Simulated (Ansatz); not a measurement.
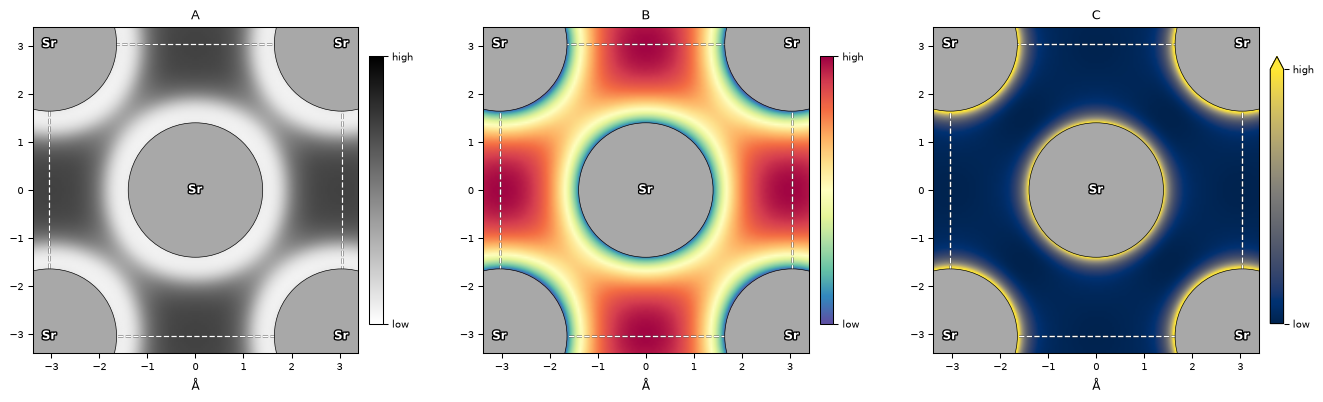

Sr: 3 fields on the (001) plane of the conventional cell, with unlabelled colour scales. Grey discs cover the atomic cores.

Space group Fm-3m.

Computed with Kohn-Sham DFT of a periodic cell, r2SCAN0, Ansatz PAW (Ansatz).

> Which field does each panel show? The fields are: electron localisation function, electrostatic potential energy of an electron and valence pseudo-density.

Panel A: electron localisation function. Panel B: electrostatic potential energy of an electron (low next to the atoms, rising into the space between them). Panel C: valence pseudo-density. From the grid: Sr–Sr (4.30 Å): the density is about 0.04 e/Å³ at the midpoint; the ELF is about 0.35 at the midpoint (no shared electron pair shows on this line).
